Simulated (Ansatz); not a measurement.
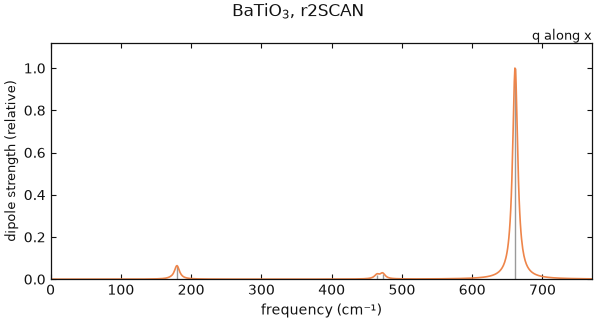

The plot gives the computed polar optical modes, transverse and longitudinal, approaching the zone centre along x for BaTiO₃, space group Pm-3m (No. 221) (cell built by us, not taken from a database). Lines are broadened by Lorentzians of 8.8 cm⁻¹ full width; the spectrum is scaled to its strongest line. Modes with imaginary frequency are left out of the spectrum.

Starting cell:
```
Ba Ti O
1.0
     3.99430    0.00000    0.00000
     0.00000    3.99430    0.00000
     0.00000    0.00000    3.99430
Ba Ti O
1 1 3
Direct
  0.00000 0.00000 0.00000
  0.50000 0.50000 0.50000
  0.50000 0.50000 0.00000
  0.50000 0.00000 0.50000
  0.00000 0.50000 0.50000
```

Calculation (Ansatz 0.2.0): optical phonons of an insulator on the approach to the zone centre along x, y and z with the field of polar modes, imaginary frequencies are negative, field response on a mesh refined by the program; plane waves with PAW datasets. Level: r2SCAN, no spin polarisation.

```csv
setting,value
wave cutoff,500 eV
k mesh,8×8×8
occupations,fixed
pressure,0 GPa
```

Which of the stronger lines are transverse and which longitudinal?

Answer. The transverse (TO, twofold) lines lie at 179.8 and the longitudinal (LO) ones at 661.1 cm⁻¹, the same along x, y and z by the cubic symmetry.

The computed values:

```json
{"at": "x", "frequency (cm⁻¹)": "-226.5", "degeneracy": "2", "dipole strength ((D/Å)²/amu)": "165"}
{"at": "x", "frequency (cm⁻¹)": "170.7", "degeneracy": "1", "dipole strength ((D/Å)²/amu)": "0.118"}
{"at": "x", "frequency (cm⁻¹)": "179.8", "degeneracy": "2", "dipole strength ((D/Å)²/amu)": "5.37"}
{"at": "x", "frequency (cm⁻¹)": "299.3", "degeneracy": "3", "dipole strength ((D/Å)²/amu)": "0"}
{"at": "x", "frequency (cm⁻¹)": "464.5", "degeneracy": "1", "dipole strength ((D/Å)²/amu)": "1.6"}
{"at": "x", "frequency (cm⁻¹)": "472.5", "degeneracy": "2", "dipole strength ((D/Å)²/amu)": "2.14"}
{"at": "x", "frequency (cm⁻¹)": "661.1", "degeneracy": "1", "dipole strength ((D/Å)²/amu)": "84.5"}
```
